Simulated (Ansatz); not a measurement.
## Electronic structure of Al2P3 in real space

Input

```
crystal:
  lattice:
    - [3.2192286159, 0.0, 0.0]
    - [0.0, 5.5704235226, 2.5284900081]
    - [0.0, -5.5704235226, 2.5284900081]
  atoms:
    - { symbol: Al, position: [0.5, 0.1610708019, 0.8827582557] }
    - { symbol: Al, position: [0.5, 0.8827582557, 0.1610708019] }
    - { symbol: P, position: [0.5, 0.645120923, 0.3521812551] }
    - { symbol: P, position: [0.5, 0.3521812551, 0.645120923] }
    - { symbol: P, position: [0.0, 0.8253641941, 0.8253641941] }
basis:
  ecutwfc: 420
kpoints:
  mp_grid: { grid: [12, 8, 8] }
  band_path:
    path:
      - [[0.0, 0.0, 0.0], [0.0, 0.5, -0.5], [0.0, 0.30150935, -0.69849065]]
      - [[0.0, -0.30150935, -0.30150935], [0.0, 0.0, 0.0], [-0.5, 0.0, 0.0], [-0.5, -0.30150935, -0.30150935]]
      - [[-0.5, 0.30150935, -0.69849065], [-0.5, 0.5, -0.5], [0.0, 0.5, -0.5]]
      - [[0.0, 0.0, 0.0], [0.0, 0.0, -0.5], [-0.5, 0.0, -0.5], [-0.5, 0.0, 0.0], [-0.5, 0.5, -0.5]]
    npoints: 14
hamiltonian:
  xc: pbe
scf:
  occupations: { method: gaussian, width: 0.1 }
  n_extra_bands: 12
output:
  forces: true
  stress: true
  eigenvalues: true
  populations: true
  dos: { projected: true, de: 0.02, nscf_kmesh: { grid: [15, 10, 10] } }
  bader: true
  write_density: true
  write_potential: true
  elf: true
  volumetric_format: npy
```

Launched as:

```sh
ansatz run input.yaml --threads 1 --pin off --max-ram 2560MiB --backend cpu --events-out ev --progress --plain --runs-dir out
```

Below, planes, directions and counts refer to the conventional cell (a = 3.22 Å, b = 11.14 Å, c = 5.06 Å, α = 90.00°, β = 90.00°, γ = 90.00°).

Space group Amm2; a structure generated by program, which may or may not match a known phase; computed without spin polarisation.

All numbers below come from DFT PBE, scalar-relativistic, plane waves, PAW in Ansatz 0.2.0.

In a PAW calculation such maps are meaningful between the atoms, not at the nuclei.

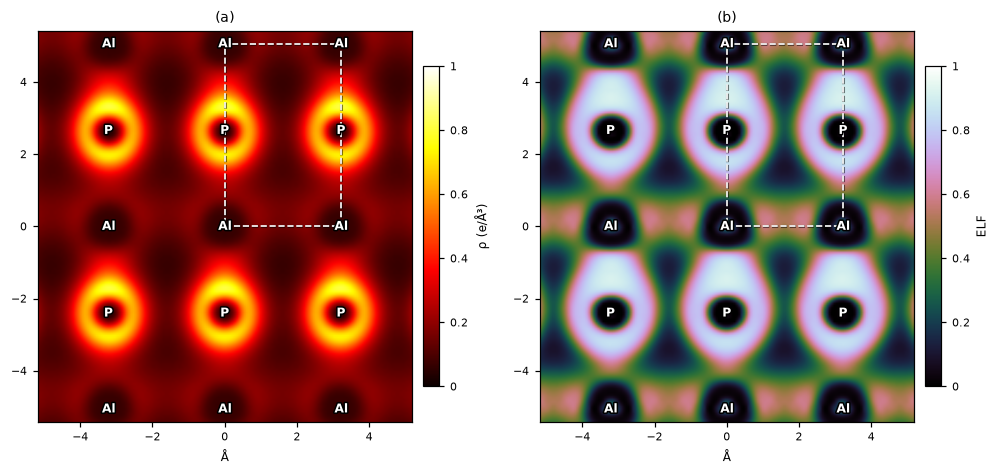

Figure 1. (a) valence pseudo-density; (b) ELF on the (010) plane of the conventional cell.

### Interpret the plot.

The section cuts through Al and P sites. Al–P (2.41 Å): ρ is about 0.46 e/Å³ halfway; the ELF peaks at about 0.90 between the atoms. Al–P (2.65 Å): ρ at the midpoint is about 0.29 e/Å³; the ELF peaks at about 0.85 in the valence shell of P, 0.9 Å from its nucleus, and is about 0.65 at the midpoint. Between the atoms the lowest density in this plane is 0.07 e/Å³.

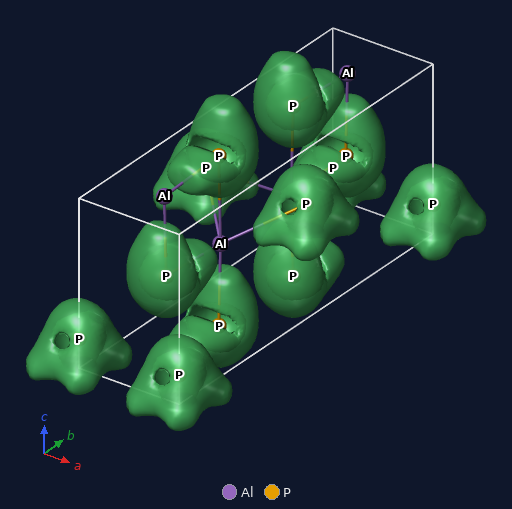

Figure 2. Isosurface of the ELF at 0.75 (green), seen at an oblique angle. Only the valence region is drawn (cores and ρ < 0.01 e/Å³ removed). Sticks mark near contacts.

### Describe the localisation domains.

The ELF exceeds this value in six regions on P in which the atom's valence shell and bonds are merged, counted in one cell of 10 atoms. Regions shared between cells count once. Along the contacts the grid gives the following. Al–P (2.39 Å): the ELF peaks at about 0.90 between the atoms. Al–P (2.45 Å): the ELF peaks at about 0.85 in the valence shell of P, 0.9 Å from its nucleus, and is about 0.85 at the midpoint.

### Does the calculation give a band gap?

It is metallic or semimetallic at this level of theory: no gap opens.

### Which way does charge flow, and how much by Bader's partition?

Electrons move from Al towards P. Bader charges: Al +1.94 and P −1.59 to −1.14 e.
